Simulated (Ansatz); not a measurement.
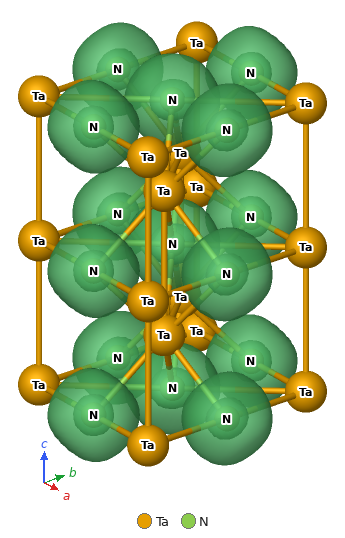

The picture shows: TaN. Isosurface of the electron localisation function at 0.65 (green), seen slightly off an axis. Core shells and regions of very low density are left out. Sticks mark near contacts.

Space group P6/mmm.

Computed with DFT r2SCAN, scalar-relativistic, plane waves, PAW (Ansatz 0.2.0).

Core electrons are frozen (PAW), and the valence fields are smoothed inside the atomic spheres.

```
CELL_PARAMETERS angstrom
2.61964 -4.53735 0.00000
-5.23928 0.00000 0.00000
0.00000 0.00000 -5.80955
ATOMIC_POSITIONS crystal
Ta 0.00000 0.00000 0.00000
Ta 0.00000 0.00000 0.50000
Ta 0.33333 0.66667 0.25000
Ta 0.33333 0.66667 0.75000
Ta 0.66667 0.33333 0.25000
Ta 0.66667 0.33333 0.75000
N 0.00000 0.50000 0.50000
N 0.00000 0.50000 0.00000
N 0.50000 0.50000 0.50000
N 0.50000 0.50000 0.00000
N 0.50000 0.00000 0.50000
N 0.50000 0.00000 0.00000
```

Identify the bonds, lone pairs and shells in this picture.

Answer. The surface consists of six regions wrapped around N (the valence shell of each), counted in one cell of 12 atoms. Regions shared between cells count once. Profiles from the grid: Ta–N (2.10 Å): the ELF peaks at about 0.85 in the valence shell of N, 0.6 Å from its nucleus, and is about 0.25 at the midpoint; no localised pair shows between them. Ta–Ta (2.90 Å): the ELF is about 0.15 at the midpoint; no localised pair shows between them.

Metal or insulator at this level of theory?

Answer. It is metallic or semimetallic at this level of theory: no gap opens; semilocal functionals without U, or without the true magnetic order, often close the gap of such compounds.
